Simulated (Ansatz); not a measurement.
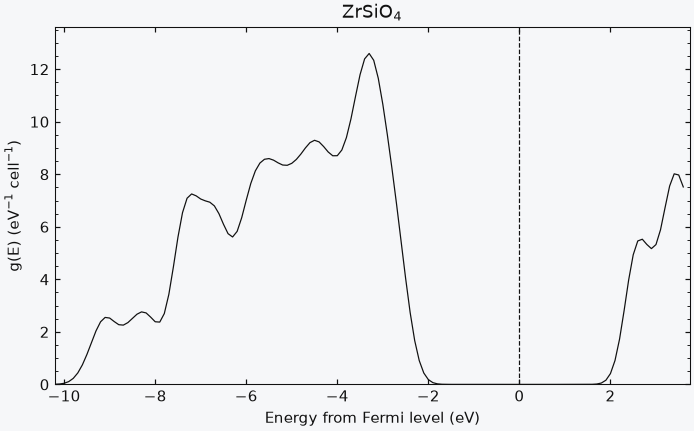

Density of states. Energies are counted from the Fermi level. The DOS curve is built from the levels of the k mesh with Gaussians 0.55 eV wide, which also blur the band edges; ripples of that width can come from the mesh.

Structure: ZrSiO$_{4}$, space group I4_1/amd, 12 atoms in the primitive cell, relaxed with r2SCAN; a = 6.624 Å, c = 5.989 Å (tetragonal axes).

Method: PBE, Ansatz PAW set, no spin polarisation, no spin-orbit coupling, 6×6×6 k mesh, 420 eV cutoff, Fermi-Dirac smearing of 0.02 eV (Ansatz).

**Metal or insulator, going by the density of states?**

There is a gap; over the k points computed it is 4.68 eV (indirect; the smallest direct gap on the k mesh is 4.92 eV).

**Where is the tallest peak of the filled states in the window?**

Within the window shown, the tallest peak of the filled states lies 1.0 eV under the valence-band top, at about 13 states per eV and cell.

LDA, GGA and most meta-GGA functionals understate gaps. The cell is at 5 GPa in this functional.
